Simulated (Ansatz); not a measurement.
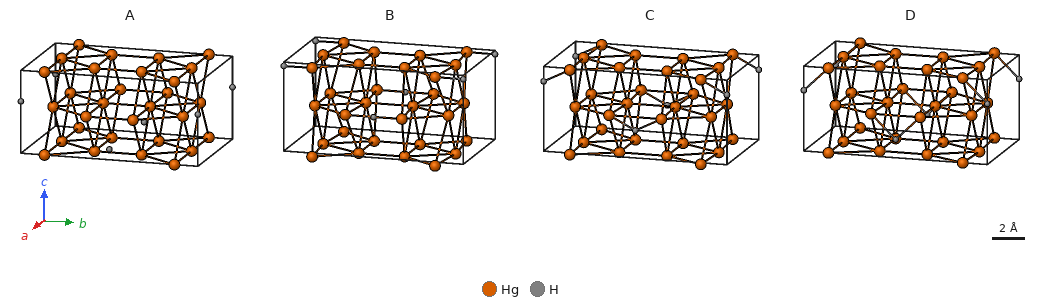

4 geometries from one relaxation of a crystal of Hg₈H (set up in Amm2) (coarse preliminary run), in shuffled order. A ball-and-stick model of the conventional cell (2 times the calculation's cell), seen slightly off an axis. Lengths and directions refer to the drawn axes.

Case: 1 H put on empty site 1 of 2 host cells, relaxed.

The calculation used DFT PBE, scalar-relativistic, plane waves, PAW (Ansatz). (plane-wave cutoff 420 eV; k-point mesh 4 × 4 × 4; occupations gaussian; smearing width 0.1 eV; no spin polarisation; cell and atoms relaxed; force threshold 0.0325 eV/Å; at most 70 steps)

**Put them in the order of the run, from the start to the converged end.**

A, D, C, B. They are steps 0, 5, 8, 13, at +89.6 meV per atom, +73.3 meV per atom, +33.5 meV per atom relative to the last. The energy falls by 89.6 meV per atom in 12 accepted moves (13 points after the start). The largest force component goes from 0.079 to 0.026 eV/Å. Pressure: −0.21 GPa at the start and 0.07 GPa at the end. The SCF was repeated once at an unchanged geometry on a basis and grid sized afresh for the cell, which shifted the energy by less than 0.05 meV per atom at most. The largest move relative to the cell is that of the H atom, 1.92 Å along +c. Largest moves by element: H 1.92 Å, Hg 0.38 Å. Cell: a 7.459 → 6.847 Å (−8.2 %), b 11.707 → 11.876 Å (+1.4 %), c 5.403 → 5.791 Å (+7.2 %). Volume −0.2 %. Some distances before and after: H–Hg 2.556 → 1.873 Å, Hg–Hg 3.115 → 3.746 Å, Hg–Hg 3.730 → 3.328 Å, Hg–Hg 3.730 → 3.438 Å. New bonds form: H–Hg (2.56 → 1.87 Å). The space group stays Amm2 (No. 38). The run took 4.6 min on 2 threads of Intel(R) Xeon(R) Platinum 8375C CPU @ 2.90GHz (Ice Lake), on a shared host, peak memory 0.85 GiB.

Limits of the set-up: layers or molecules are held without a dispersion correction, so their spacing is unreliable.
